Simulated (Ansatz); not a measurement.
**What a change does: single-point calculation on CuO**

System: CuO (F-43m, 2 atoms in the cell).
Method of run 1: DFT PBE, scalar-relativistic, plane waves, PAW, spin-polarised (Ansatz 0.2.0).

The structure was built on a prototype by a generator; it need not be a known phase. Text and figures count atoms from 1; the logs count them from 0 in places.

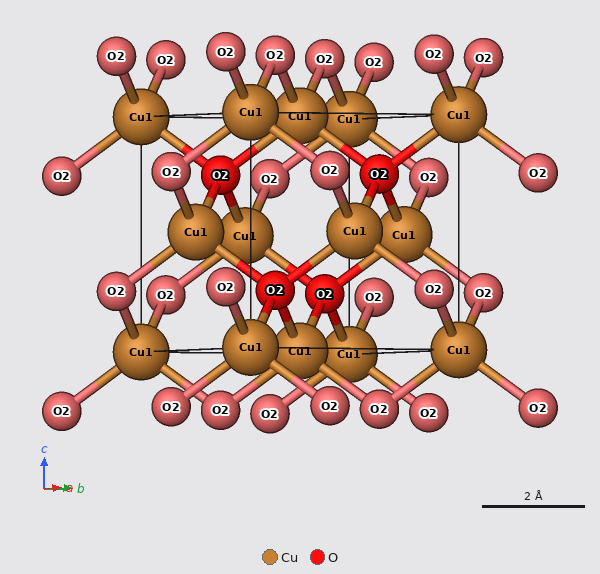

Fig. 1: The structure as given in the input (ball-and-stick view of the cell 4 times as large as that of the calculation, set on its symmetry axes, seen at an oblique angle; neighbours outside the cell are drawn fainter; atoms are numbered from 1 in the order of the input). Near neighbours in the crystal (not all of them lie inside the picture): Cu has 4 O at 2.02 Å; O has 4 Cu at 2.02 Å.

### The input, run 1
```yaml
crystal:
  lattice:
    - [0.0, 2.32725273, 2.32725273]
    - [2.32725273, 0.0, 2.32725273]
    - [2.32725273, 2.32725273, 0.0]
  atoms:
    - { symbol: Cu, position: [0.0, 0.0, 0.0], spin: 1.0 }
    - { symbol: O, position: [0.25, 0.25, 0.25] }
basis:
  ecutwfc: 420
  ecutrho_ratio: 4
kpoints:
  mp_grid: { grid: [7, 7, 7] }
hamiltonian:
  xc: pbe
  hubbard:
    sites:
      - { site: 0, l: d, u_eff: 0.0, starting_ns: [{ spin: up, occupation_matrix: s0up }, { spin: down, occupation_matrix: s0down }] }
    occupation_matrices:
      s0up:
        matrix:
          - [0.97, 0.0, 0.0, 0.0, 0.0]
          - [0.0, 0.97, 0.0, 0.0, 0.0]
          - [0.0, 0.0, 0.97, 0.0, 0.0]
          - [0.0, 0.0, 0.0, 0.97, 0.0]
          - [0.0, 0.0, 0.0, 0.0, 0.97]
      s0down:
        matrix:
          - [0.97, 0.0, 0.0, 0.0, 0.0]
          - [0.0, 0.97, 0.0, 0.0, 0.0]
          - [0.0, 0.0, 0.02, 0.0, 0.0]
          - [0.0, 0.0, 0.0, 0.97, 0.0]
          - [0.0, 0.0, 0.0, 0.0, 0.97]
    ns_hold: { iters: 5 }
scf:
  occupations: { method: gaussian, width: 0.05 }
  lower_state_search: "off"
  max_iter: 150
output:
  forces: true
  stress: true
  eigenvalues: true
  populations: true
  hubbard: { sites: [{ site: 0, l: d }] }
magnetization:
  spin_polarized: true
```

Launched with:
```bash
ansatz run input.yaml --threads 2 --pin off --max-ram 3072MiB --backend cpu --events-out ev --progress --plain --runs-dir out
```

Hardware: 2 threads of Arm Neoverse N1, 60 GiB of memory available, shared host.

### Output, shortened to warnings, some set-up lines, iterations and results (run 1)
```
Warning: crystal.symmetry: narrowed to the stabiliser of the occupation matrices — unitary ops 24 → 8; lowered by the specified shell (site 0, l: d); largest admitted image defect 1.1e-15, smallest excluded 9.5e-1 — at a splitting's scale: the group the occupation matrices' own texture admits
WARN: hamiltonian.hubbard: on 1 of 2 specified blocks the occupation matrix of this SCF's result fails the test of the specified filling. At site 0 ↓ (sites count from 0 in the list of atoms of the cell that this SCF solves) the least filled combination of the orbitals specified full has occupation 0.858, and the fullest combination of the orbitals specified empty has occupation 0.858; the …
Basis set: ecut = 420 eV, 531 PW (Γ), exchange–correlation on 48×48×48 points (8 copies of the dense FFT grid, shifted against one another)
Symmetry: 8 space group operations
k-points: 40 of 343 (time reversal used)
Initial density: superposition of atomic densities (chi_scale 0.1, normalization cell, long waves kept (reshape's long-wave potential 0.00 eV rms))
[...]
SCF iter   1: F=—  HF=-7188.641553 eV  |F-HF|=—  |Δ(HF+E_count)|=         —  Δρ=8.21e-2 (↑3.95e-2 ↓8.21e-2)  dr2=1.73e0  dr2_m=2.70e-1  M=1.000 μB ∫|m|=1.033 μB  β_m=1.00  …
SCF iter   2: F=—  HF=-7188.413866 eV  |F-HF|=—  |Δ(HF+E_count)|=   2.28e-1  Δρ=3.12e-2 (↑3.03e-2 ↓3.12e-2)  dr2=2.93e-1  dr2_m=1.32e-4  M=1.000 μB ∫|m|=1.039 μB  β_m=1.00  …
SCF iter   3: F=—  HF=-7188.500515 eV  |F-HF|=—  |Δ(HF+E_count)|=   8.66e-2  Δρ=1.80e-2 (↑1.80e-2 ↓1.78e-2)  dr2=1.01e-1  dr2_m=1.44e-5  M=1.000 μB ∫|m|=1.037 μB  β_m=1.00  …
SCF iter   4: F=—  HF=-7188.564254 eV  |F-HF|=—  |Δ(HF+E_count)|=   6.37e-2  Δρ=2.18e-3 (↑2.18e-3 ↓1.96e-3)  dr2=1.11e-3  dr2_m=1.17e-5  M=1.000 μB ∫|m|=1.035 μB  β_m=1.00  …
SCF iter   5: F=—  HF=-7188.599739 eV  |F-HF|=—  |Δ(HF+E_count)|=   3.55e-2  Δρ=1.14e-3 (↑1.14e-3 ↓1.11e-3)  dr2=3.75e-4  dr2_m=1.86e-6  M=1.000 μB ∫|m|=1.034 μB  β_m=0.30  …
[... 9 lines ...]
SCF iter  15: F=—  HF=-7190.904542 eV  |F-HF|=—  |Δ(HF+E_count)|=   9.53e-6  Δρ=1.10e-4 (↑8.78e-5 ↓1.10e-4)  dr2=4.30e-6  dr2_m=9.21e-7  M=0.646 μB ∫|m|=0.661 μB  β_m=0.96  …
SCF iter  16: F=—  HF=-7190.904542 eV  |F-HF|=—  |Δ(HF+E_count)|=   1.17e-7  Δρ=3.59e-5 (↑3.59e-5 ↓2.03e-5)  dr2=2.56e-7  dr2_m=1.09e-7  M=0.646 μB ∫|m|=0.660 μB  β_m=0.95  …
SCF iter  17: F=-7190.904542 eV  HF=-7190.904542 eV  |F-HF|=9.40e-10  |Δ(HF+E_count)|=   3.66e-9  Δρ=5.59e-6 (↑3.72e-6 ↓5.59e-6)  dr2=1.70e-9  dr2_m=4.65e-9  M=0.645 μB …
SCF iter  18: F=-7190.904542 eV  HF=-7190.904542 eV  |F-HF|=4.27e-10  |Δ(HF+E_count)|=   1.15e-9  Δρ=1.12e-6 (↑1.12e-6 ↓6.84e-7)  dr2=5.10e-10  dr2_m=4.23e-11  M=0.645 μB …
SCF 1 converged in 18 iterations: F = -7190.904542 eV  dr2 = 5.10e-10
SCF converged after 18 iterations
Magnetization: 0.6453 μB (12.8226 up, 12.1774 down)
Absolute magnetization: 0.6601 μB (∫|ρ↑−ρ↓|, with the PAW one-centre terms)
Spin contamination: 0.0010 ħ² per cell (⟨S²⟩ above its minimum at these occupations)
Per-site moments (μB) at R_I (Å): [(0.39658664514975733, 0.8313772438977585), (0.22981649251747038, 0.8313772438977585)]
Free energy (F): -7190.904542 eV
Harris-Foulkes:  -7190.904542 eV  (|F-HF|=4.27e-10)
Internal energy: -7190.902809 eV  (E = F + TS)
E sigma→0 (E₀):  -7190.903676 eV
Entropy (-TS):   -0.001733 eV (-0.867 meV/atom)
Fermi energy:    8.351904 eV
--- Per-component energies (eV) ---
  E_band       = -505.339095
  E_kinetic    = 467.380368
  E_local      = -5318.084486  (includes V_loc(G=0)·N_el)
  E_nonlocal   = 440.346364
  E_hartree    = 2298.488345
  E_xc         = -160.216293
  E_vxc        = -205.500076  (∫ρ·V_xc dr)
  E_paw        = -1820.429991  (= ΣΔE_a)
  E_vpaw       = -486.460313  (= ΣTr[D̂ρ^β])
  E_aug_tail   = 0.002802  (compensation charges beyond the density's cutoff)
  E_ewald      = -3098.389916
  E_smearing   = -0.001733  (= −TS)
  E_closure    = 0.000000  (closes the sum)
  Σ components = -7190.904542   (vs F -7190.904542, Δ=0.00e0)
--- Specified on-site occupations, and those of the state reported ---
  electrons in the specified blocks: 8.7500 specified, 9.4059 found
  site 0 (l=d) ↓: largest change of an orbital's occupation 0.8378; electrons 3.9000 specified, 4.5189 found; spectral distance 0.8527
  site 0 (l=d) ↑: largest change of an orbital's occupation 0.0246; electrons 4.8500 specified, 4.8870 found; spectral distance 0.0355
--- Forces (eV/Å), atoms counted from 1 ---
  atom   1  Cu     0.00000000     0.00000000     0.00000000
  atom   2  O      0.00000000     0.00000000     0.00000000
  max |Σ_I F_I| component: 1.04e-16 eV/Å
--- Stress (GPa, compression-positive) ---
       -9.123164       0.000000      -0.000000
        0.000000      -9.123155       0.000000
        0.000000       0.000000      -9.123155
  P = ⅓ Tr σ = -9.1232 GPa (-91.232 kbar)
Occupation matrices written to [file]
--- Löwdin populations: 2 sites ---
  site symbol       q [e]    m [muB]
     0     Cu     17.9182     0.3586
     1      O      6.9348     0.2860
  spilling = 0.005880 (of n_electrons = 25.000000)
--- Occupation matrices: 1 shell (run DFT+U table (all-electron-ortho-atomic); ε = 2.00e-2, provisional) ---
  Cu0 d_3D: site group Td (-43m)
  Cu0 d_3D up     Tr n = 4.8870  λ = 0.966 0.966 0.966 0.995 0.995  [3× xz 0.33 (T2 1.00) T2(1.00) | 2× z2 0.50 (E 1.00) E(1.00)]
  Cu0 d_3D dn     Tr n = 4.5189  λ = 0.858 0.858 0.858 0.973 0.973  [3× xz 0.33 (T2 1.00) T2(1.00) | 2× z2 0.50 (E 1.00) E(1.00)]
[...]
```

For run 2 the input was changed thus:
```diff
-    - { symbol: Cu, position: [0.0, 0.0, 0.0], spin: 1.0 }
+    - { symbol: Cu, position: [0.0, 0.0, 0.0], spin: 0.3 }
-          - [0.0, 0.0, 0.02, 0.0, 0.0]
+          - [0.0, 0.0, 0.97, 0.0, 0.0]
```

What does this change do to the results?

With the same functional and potentials, run 2 lies 1.0 meV per atom higher. The net moment of the cell goes from 0.65 to 0.13 μB. The pressure goes from −9.12 to −9.70 GPa. The SCF takes 20 iterations against 18. The irreducible k-points go from 40 to 20. On the same kind of shared host run 2 took about 0.6 times as long.

### Output, shortened to warnings, some set-up lines, iterations and results (run 2)
```
Basis set: ecut = 420 eV, 531 PW (Γ), exchange–correlation on 48×48×48 points (8 copies of the dense FFT grid, shifted against one another)
Symmetry: 24 space group operations
k-points: 20 of 343 (time reversal used)
Initial density: superposition of atomic densities (chi_scale 0.1, normalization cell, long waves kept (reshape's long-wave potential 0.00 eV rms))
[...]
SCF iter   1: F=—  HF=-7189.010863 eV  |F-HF|=—  |Δ(HF+E_count)|=         —  Δρ=8.96e-2 (↑4.62e-2 ↓8.96e-2)  dr2=3.50e0  dr2_m=1.80e-1  M=0.046 μB ∫|m|=0.049 μB  β_m=0.30  …
SCF iter   2: F=—  HF=-7188.134555 eV  |F-HF|=—  |Δ(HF+E_count)|=   8.76e-1  Δρ=3.33e-2 (↑3.33e-2 ↓1.36e-2)  dr2=1.41e-1  dr2_m=7.93e-2  M=0.060 μB ∫|m|=0.062 μB  β_m=0.30  …
SCF iter   3: F=—  HF=-7188.098491 eV  |F-HF|=—  |Δ(HF+E_count)|=   3.61e-2  Δρ=1.79e-2 (↑1.40e-2 ↓1.79e-2)  dr2=4.68e-2  dr2_m=4.46e-2  M=0.051 μB ∫|m|=0.053 μB  β_m=0.30  …
SCF iter   4: F=—  HF=-7188.129146 eV  |F-HF|=—  |Δ(HF+E_count)|=   3.07e-2  Δρ=1.89e-2 (↑1.89e-2 ↓5.05e-3)  dr2=8.03e-2  dr2_m=2.20e-2  M=0.052 μB ∫|m|=0.054 μB  β_m=0.30  …
SCF iter   5: F=—  HF=-7188.116314 eV  |F-HF|=—  |Δ(HF+E_count)|=   1.28e-2  Δρ=9.57e-3 (↑9.57e-3 ↓5.63e-3)  dr2=5.21e-3  dr2_m=1.23e-2  M=0.047 μB ∫|m|=0.048 μB  β_m=0.30  …
[... 11 lines ...]
SCF iter  17: F=-7190.902466 eV  HF=-7190.902466 eV  |F-HF|=5.76e-8  |Δ(HF+E_count)|=   1.20e-6  Δρ=1.10e-5 (↑1.10e-5 ↓5.64e-6)  dr2=4.97e-8  dr2_m=4.30e-9  M=0.132 μB …
SCF iter  18: F=-7190.902466 eV  HF=-7190.902466 eV  |F-HF|=2.74e-8  |Δ(HF+E_count)|=   9.82e-8  Δρ=6.48e-6 (↑3.71e-6 ↓6.48e-6)  dr2=1.27e-8  dr2_m=5.94e-10  M=0.132 μB …
SCF iter  19: F=-7190.902466 eV  HF=-7190.902466 eV  |F-HF|=3.87e-10  |Δ(HF+E_count)|=   5.64e-9  Δρ=1.47e-6 (↑7.17e-7 ↓1.47e-6)  dr2=3.14e-10  dr2_m=1.46e-10  M=0.132 μB …
SCF iter  20: F=-7190.902466 eV  HF=-7190.902466 eV  |F-HF|=5.64e-11  |Δ(HF+E_count)|=  8.69e-10  Δρ=2.36e-7 (↑1.72e-7 ↓2.36e-7)  dr2=8.22e-12  dr2_m=5.70e-12  M=0.132 μB …
SCF 1 converged in 20 iterations: F = -7190.902466 eV  dr2 = 8.22e-12
SCF converged after 20 iterations
Magnetization: 0.1318 μB (12.5659 up, 12.4341 down)
Absolute magnetization: 0.1332 μB (∫|ρ↑−ρ↓|, with the PAW one-centre terms)
Spin contamination: 0.0001 ħ² per cell (⟨S²⟩ above its minimum at these occupations)
Per-site moments (μB) at R_I (Å): [(0.08205994131958194, 0.8313772438977585), (0.044849652305353246, 0.8313772438977585)]
Free energy (F): -7190.902466 eV
Harris-Foulkes:  -7190.902466 eV  (|F-HF|=5.64e-11)
Internal energy: -7190.899349 eV  (E = F + TS)
E sigma→0 (E₀):  -7190.900908 eV
Entropy (-TS):   -0.003117 eV (-1.558 meV/atom)
Fermi energy:    8.334856 eV
--- Per-component energies (eV) ---
  E_band       = -505.167682
  E_kinetic    = 467.360489
  E_local      = -5318.410841  (includes V_loc(G=0)·N_el)
  E_nonlocal   = 440.464474
  E_hartree    = 2298.803714
  E_xc         = -160.197251
  E_vxc        = -205.475000  (∫ρ·V_xc dr)
  E_paw        = -1820.532817  (= ΣΔE_a)
  E_vpaw       = -486.717043  (= ΣTr[D̂ρ^β])
  E_aug_tail   = 0.002799  (compensation charges beyond the density's cutoff)
  E_ewald      = -3098.389916
  E_smearing   = -0.003117  (= −TS)
  E_closure    = -0.000000  (closes the sum)
  Σ components = -7190.902466   (vs F -7190.902466, Δ=0.00e0)
--- Specified on-site occupations, and those of the state reported ---
  electrons in the specified blocks: 9.7000 specified, 9.4132 found
  site 0 (l=d) ↓: largest change of an orbital's occupation 0.0692; electrons 4.8500 specified, 4.6687 found; spectral distance 0.1212
  site 0 (l=d) ↑: largest change of an orbital's occupation 0.0469; electrons 4.8500 specified, 4.7445 found; spectral distance 0.0851
--- Forces (eV/Å), atoms counted from 1 ---
  atom   1  Cu     0.00000000    -0.00000000     0.00000000
  atom   2  O      0.00000000    -0.00000000     0.00000000
  max |Σ_I F_I| component: 8.79e-17 eV/Å
--- Stress (GPa, compression-positive) ---
       -9.695434      -0.000000      -0.000000
        0.000000      -9.695434       0.000000
       -0.000000       0.000000      -9.695434
  P = ⅓ Tr σ = -9.6954 GPa (-96.954 kbar)
Occupation matrices written to [file]
--- Löwdin populations: 2 sites ---
  site symbol       q [e]    m [muB]
     0     Cu     17.9228     0.0754
     1      O      6.9309     0.0563
  spilling = 0.005849 (of n_electrons = 25.000000)
--- Occupation matrices: 1 shell (run DFT+U table (all-electron-ortho-atomic); ε = 2.00e-2, provisional) ---
  Cu0 d_3D: site group Td (-43m)
  Cu0 d_3D up     Tr n = 4.7445  λ = 0.923 0.923 0.923 0.988 0.988  [3× xz 0.33 (T2 1.00) T2(1.00) | 2× z2 0.50 (E 1.00) E(1.00)]
  Cu0 d_3D dn     Tr n = 4.6687  λ = 0.901 0.901 0.901 0.983 0.983  [3× xz 0.33 (T2 1.00) T2(1.00) | 2× z2 0.50 (E 1.00) E(1.00)]
[...]
```

### The two runs side by side

| quantity | run 1 | run 2 |
| --- | --- | --- |
| outcome | converged | converged |
| free energy per atom (eV) | −3595.4523 | −3595.4512 |
| energy per atom, smearing taken to zero (eV) | −3595.4518 | −3595.4505 |
| gap on the mesh (eV) | 0.00 | 0.00 |
| net moment of the cell (μB) | 0.65 | 0.13 |
| absolute moment of the cell (μB) | 0.66 | 0.13 |
| pressure (GPa) | −9.12 | −9.70 |
| largest force (eV/Å) | 0.000 | 0.000 |
| SCF iterations | 18 | 20 |
| irreducible k-points | 40 | 20 |
| plane waves at Γ | 531 | 531 |
| wall time (shared host) | 9.8 s | 5.9 s |

For run 1: Warnings: the typed occupations were not kept; the occupation matrices lower the symmetry. The cell is under a tension of 9.1 GPa at this level, so it is not at its equilibrium volume. For run 2: The cell is under a tension of 9.7 GPa at this level, so it is not at its equilibrium volume.
